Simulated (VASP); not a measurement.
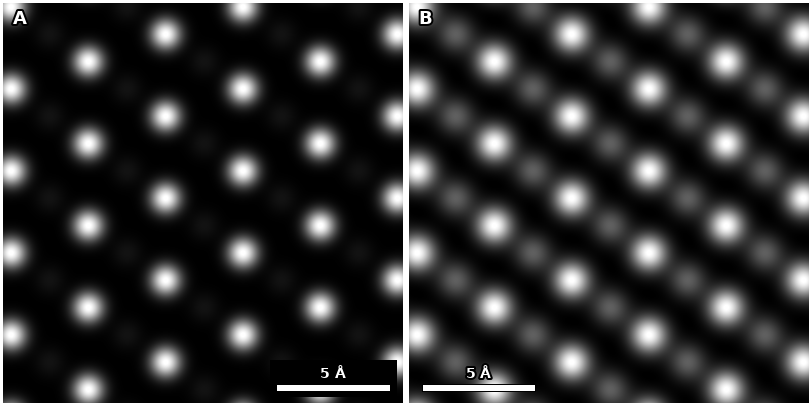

Two simulated images of the same area of PbS (Fm-3m, No. 225) along [110], with a probe of 1.09 Å. One is incoherent Z contrast (Z^1.6 per atom), the other the projected potential of neutral atoms blurred by the probe (iDPC-like, thin sample). Brightness is counted from the darkest point of the image. Structure: the end point of a relaxation with VASP Kohn-Sham DFT of a periodic cell, TPSS, VASP PAW PBE potentials, recommended in VASP 6.6.1.

Question: Which panel is which, and how can one tell?

Answer: A is the Z-contrast image and B the potential image. The columns of 1 S per repeat reach about 7 % of the brightest peak (1 Pb) in A but about 37 % in B, mainly since the potential grows much more slowly with atomic number.
